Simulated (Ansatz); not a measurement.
## NiSi: single-point calculation

- system: NiSi (Pnma, 8 atoms in the cell)
- method: DFT PBE, scalar-relativistic, plane waves, PAW, no spin polarisation (Ansatz 0.2.0)

The structure derives from a Materials Project entry. Figures and captions count atoms from 1; the log counts them from 0 in places.

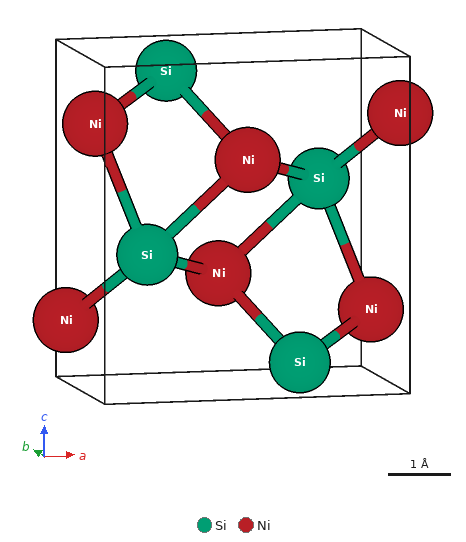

Figure 1. The input geometry (ball-and-stick view of the cell of the calculation, seen slightly off an axis). Near neighbours in the crystal (not all of them lie inside the picture): Si has 6 Ni at 2.27 to 2.39 Å; Ni has 6 Si at 2.27 to 2.39 Å.

The input
```yaml
crystal:
  lattice:
    - [5.14153507, 0.0, 0.0]
    - [0.0, 3.32129709, 0.0]
    - [0.0, 0.0, 5.56977526]
  atoms:
    - { symbol: Si, position: [0.82108937, 0.75, 0.58232443] }
    - { symbol: Si, position: [0.17891063, 0.25, 0.41767557] }
    - { symbol: Si, position: [0.32108937, 0.75, 0.91767557] }
    - { symbol: Si, position: [0.67891063, 0.25, 0.08232443] }
    - { symbol: Ni, position: [0.50794985, 0.25, 0.68852056] }
    - { symbol: Ni, position: [0.49205015, 0.75, 0.31147944] }
    - { symbol: Ni, position: [0.00794985, 0.25, 0.81147944] }
    - { symbol: Ni, position: [0.99205015, 0.75, 0.18852056] }
basis:
  ecutwfc: 420
kpoints:
  mp_grid: { grid: [4, 6, 4] }
hamiltonian:
  xc: pbe
scf:
  occupations: { method: gaussian, width: 0.1 }
output:
  forces: true
  stress: true
  eigenvalues: true
```

Launched with:
```bash
ansatz run input.yaml --threads 4 --pin off --max-ram 8192MiB --backend cpu --events-out ev --progress --plain --runs-dir out
```

The program's output
```
Engine: ansatz 0.2.0, aarch64-unknown-linux-gnu
Pseudopotentials: kind: paw
Pseudopotential: Si, paw, valence charge 4, recommended cutoff 420 eV (normal), Si.paw.azcp
Pseudopotential: Ni, paw, valence charge 18, recommended cutoff 420 eV (normal), Ni.paw.azcp
Functional definition: PBE
  parameter kappa = 0.804
  parameter beta = 0.06672455060314922
  exchange = pbe_x(kappa = kappa, mu = beta*pi^2/3)
  correlation = pbe_c(beta = beta)
Crystal: 8 atoms, lattice volume = 95.113 Å³
Basis set: ecut = 420 eV, 1869 PW (Γ), exchange–correlation on 72×48×80 points (8 copies of the dense FFT grid, shifted against one another)
Bands: 53, of which v1, the nominal top of the filled ones, is band 44 counted from 1 (43 counted from 0)
Symmetry: 8 space group operations
Space group: Pnma (ITA 62), of the structure as read, at distance tolerance 4.6e-5 Å
k-points: 36 of 96
Non-local potential: Si, projectors of the file, l = 0: 2, l = 1: 2, l = 2: 2
Non-local potential: Ni, projectors of the file, l = 0: 3, l = 1: 2, l = 2: 3, l = 3: 1
PAW form: soft (Blöchl's): semilocal exchange-correlation on the pseudo side does not see the compensation charge
PAW one-centre angular grid: Si, 110 points (default); XC on 64 Gauss nodes
PAW one-centre angular grid: Ni, 590 points (default); XC on 64 Gauss nodes
Initial density: superposition of atomic densities (neutral atoms: chi_scale 0, normalization atom), corrected by the library's trained network
Initial wavefunctions: pseudopotential atomic-orbital guess
Functional: x = pbe(κ = 0.804, μ = 0.2195149727645171), c = pbe(β = 0.06672455060314922)
SCF iter   1: F=—  HF=-25906.153340 eV  |F-HF|=—  |Δ(HF+E_count)|=         —  Δρ=5.87e-3  dr2=7.27e-3  ethr=1.77e-3  ⟨swp⟩=6.9  Hψ=7326  notcnv=0  defer=5
preconditioner: auto → Resta (q_TF=auto, 2.693 Å⁻¹)  ε∞=16.7  [insulator: Δε(μ)=0.183 eV  Ē_g=7.200 eV  σ=0.100 eV  W_gap=0.80  n_scr=38 (ndim 8)  ℏωp=28.5 eV  f_vac=0.000  D(μ)=0.97/eV (n_scr^D=4)  ε∞_Penn≈16.7]
SCF iter   2: F=—  HF=-25906.151672 eV  |F-HF|=—  |Δ(HF+E_count)|=   1.67e-3  Δρ=2.81e-3  dr2=2.28e-3  ethr=8.26e-6  ⟨swp⟩=2.0  Hψ=3461  notcnv=0  defer=7
SCF iter   3: F=—  HF=-25906.151337 eV  |F-HF|=—  |Δ(HF+E_count)|=   3.35e-4  Δρ=8.58e-4  dr2=4.08e-4  ethr=2.59e-6  ⟨swp⟩=2.1  Hψ=2646  notcnv=0  defer=1
automatic band count: iteration 3 solves 52 bands in place of 53: the levels show a gap, and the empty bands left out lie too high to hold charge; the band table lists the bands solved (type scf.n_extra_bands for more)
SCF iter   4: F=—  HF=-25906.151274 eV  |F-HF|=—  |Δ(HF+E_count)|=   6.30e-5  Δρ=2.24e-4  dr2=3.61e-5  ethr=4.64e-7  ⟨swp⟩=2.1  Hψ=2574  notcnv=0  defer=1
SCF iter   5: F=—  HF=-25906.151267 eV  |F-HF|=—  |Δ(HF+E_count)|=   7.11e-6  Δρ=4.66e-5  dr2=1.71e-6  ethr=4.11e-8  ⟨swp⟩=2.1  Hψ=2826  notcnv=0  defer=1
SCF iter   6: F=—  HF=-25906.151267 eV  |F-HF|=—  |Δ(HF+E_count)|=   2.36e-7  Δρ=1.71e-5  dr2=1.93e-7  ethr=1.94e-9  ⟨swp⟩=2.1  Hψ=3015  notcnv=0  defer=1
SCF iter   7: F=-25906.151267 eV  HF=-25906.151267 eV  |F-HF|=3.96e-8  |Δ(HF+E_count)|=   3.71e-9  Δρ=7.83e-6  dr2=3.80e-8  ethr=1.14e-10  ⟨swp⟩=7.2  Hψ=7262  notcnv=0
SCF 1 converged in 7 iterations: F = -25906.151267 eV  dr2 = 3.80e-8
  greatest PAW one-centre occupation: 1.000 electrons in one spin orbital (limit 2), on the Ni atom at site 7 (counted from 0), in its partial waves of l = 1
SCF converged after 7 iterations
Free energy (F): -25906.151267 eV
Harris-Foulkes:  -25906.151267 eV  (|F-HF|=3.96e-8)
Internal energy: -25906.145556 eV  (E = F + TS)
E sigma→0 (E₀):  -25906.148411 eV
Entropy (-TS):   -0.005711 eV (-0.714 meV/atom)
Fermi energy:    15.003396 eV
--- Per-component energies (eV) ---
  E_band       = -1279.197891
  E_kinetic    = 1313.971206
  E_local      = -17736.630852  (includes V_loc(G=0)·N_el)
  E_nonlocal   = 2635.703757
  E_hartree    = 7627.614516
  E_xc         = -571.042264
  E_vxc        = -639.448147  (∫ρ·V_xc dr)
  E_paw        = -8567.681514  (= ΣΔE_a)
  E_vpaw       = -2108.056852  (= ΣTr[D̂ρ^β])
  E_aug_tail   = 0.002164  (compensation charges beyond the density's cutoff)
  E_ewald      = -10608.082569
  E_smearing   = -0.005711  (= −TS)
  E_closure    = -0.000000  (closes the sum)
  Σ components = -25906.151267   (vs F -25906.151267, Δ=0.00e0)
--- Forces (eV/Å), atoms counted from 1 ---
  atom   1  Si     0.01973170     0.00000000     0.03943561
  atom   2  Si    -0.01973170    -0.00000000    -0.03943561
  atom   3  Si     0.01973170     0.00000000    -0.03943561
  atom   4  Si    -0.01973170     0.00000000     0.03943561
  atom   5  Ni     0.04182193     0.00000000    -0.10132774
  atom   6  Ni    -0.04182193     0.00000000     0.10132774
  atom   7  Ni     0.04182193     0.00000000     0.10132774
  atom   8  Ni    -0.04182193     0.00000000    -0.10132774
  max |Σ_I F_I| component: 8.67e-18 eV/Å
--- Stress (GPa, compression-positive) ---
        6.532647       0.000000       0.000000
        0.000000       3.910777       0.000000
        0.000000       0.000000       5.122807
  P = ⅓ Tr σ = 5.1887 GPa (51.887 kbar)
--- Band table (eV; the first three rows and the last of 36) ---
  k-point 0: bands = ["-88.9096", "-88.9056", "-88.9051", "-88.9011", "-49.3817", "-49.3788", "-49.3525", "-49.3491", "-49.3025", "-49.2977", "-49.2973", "-49.2940", "-49.2854", "-49.2801", "-49.2464", "-49.2421", "1.8728", "5.2462", "6.5886", "7.1164", "8.3952", "8.8785", "10.5766", "10.9787", "11.0636", "11.0800", "11.1085", "11.1204", "11.3513", "11.6540", "11.8894", "12.0162", "12.1788", "12.3346", "12.6044", "12.6577", "12.7835", "12.8756", "12.9199", "13.0759", "13.1364", "13.8834", "14.0192", "14.0753", "15.6494", "16.3710", "18.4818", "19.1243", "19.2829", "19.8150", "20.0526", "21.2594"]
  k-point 1: bands = ["-88.9093", "-88.9070", "-88.9037", "-88.9014", "-49.3812", "-49.3791", "-49.3522", "-49.3497", "-49.3019", "-49.2983", "-49.2972", "-49.2946", "-49.2844", "-49.2808", "-49.2457", "-49.2427", "2.1599", "4.2521", "7.1978", "7.2495", "8.2450", "9.6473", "9.7571", "10.7859", "10.9563", "11.0764", "11.1405", "11.3704", "11.4877", "11.7679", "11.9041", "11.9230", "12.2252", "12.4324", "12.5227", "12.5279", "12.5318", "12.8471", "12.9255", "13.0440", "13.4960", "13.5930", "14.1249", "14.7786", "15.9483", "17.0992", "17.5460", "18.5770", "19.4215", "19.5550", "19.7553", "21.2472"]
  k-point 2: bands = ["-88.9084", "-88.9084", "-88.9023", "-88.9023", "-49.3800", "-49.3800", "-49.3511", "-49.3511", "-49.3002", "-49.3002", "-49.2960", "-49.2960", "-49.2824", "-49.2824", "-49.2442", "-49.2442", "2.9941", "2.9941", "7.5453", "7.5453", "8.4973", "8.4973", "10.4895", "10.4895", "11.2176", "11.2176", "11.2867", "11.2867", "11.7884", "11.7884", "11.8498", "11.8498", "12.2069", "12.2069", "12.2703", "12.2703", "12.9149", "12.9149", "12.9498", "12.9498", "13.5439", "13.5439", "14.7991", "14.7991", "16.0999", "16.0999", "18.4242", "18.4242", "19.5559", "19.5559", "20.6052", "20.6052"]
  k-point 35: bands = ["-88.9052", "-88.9052", "-88.9052", "-88.9052", "-49.3681", "-49.3681", "-49.3681", "-49.3681", "-49.2926", "-49.2926", "-49.2926", "-49.2926", "-49.2693", "-49.2693", "-49.2693", "-49.2693", "6.3627", "6.3627", "6.3627", "6.3627", "8.4385", "8.4385", "8.4385", "8.4385", "11.2907", "11.2907", "11.2907", "11.2907", "11.6839", "11.6839", "11.6839", "11.6839", "12.4051", "12.4051", "12.4051", "12.4051", "12.8463", "12.8463", "12.8463", "12.8463", "13.1560", "13.1560", "13.1560", "13.1560", "17.6319", "17.6319", "17.6319", "17.6319", "18.6282", "18.6282", "18.6282", "18.6282"]
```

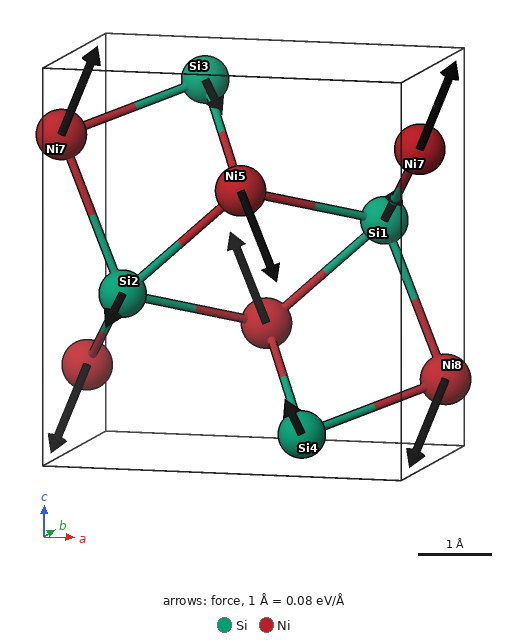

Figure 2. Forces on the atoms as black arrows (ball-and-stick view of the cell of the calculation, seen slightly off an axis; atoms are numbered from 1 in the order of the input). The largest act on all 4 Ni atoms (0.11 eV/Å); all 4 Si atoms (0.04 eV/Å). The geometry is not a stationary point of this energy.

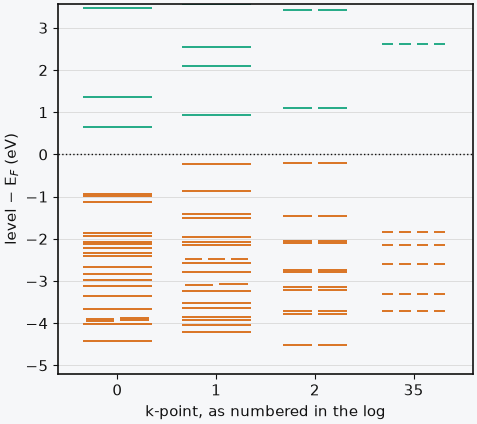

Figure 3. Kohn–Sham levels near the Fermi level (dotted) at the few k-points that the log prints; levels within 0.02 eV of each other stand side by side. The system is metallic on the full mesh.

Summary

```csv
quantity,value
outcome,converged
space group (tolerance 0.01 Å),Pnma (62)
electrons treated,88
free energy,−25906.1513 eV
Fermi energy,15.003 eV
gap on the k-point mesh,none (metallic)
pressure,5.19 GPa
largest force (length of the vector),0.110 eV/Å
hardware,"4 threads of Arm Neoverse V2, 128 GiB of memory available, shared host"
wall time,2.9 s (CPU time 10 s)
peak memory,0.49 GiB
```

Remarks

The run has no spin polarisation, so a magnetic state may lie lower. The cell is under a pressure of 5.2 GPa at this level, so it is not at its equilibrium volume.
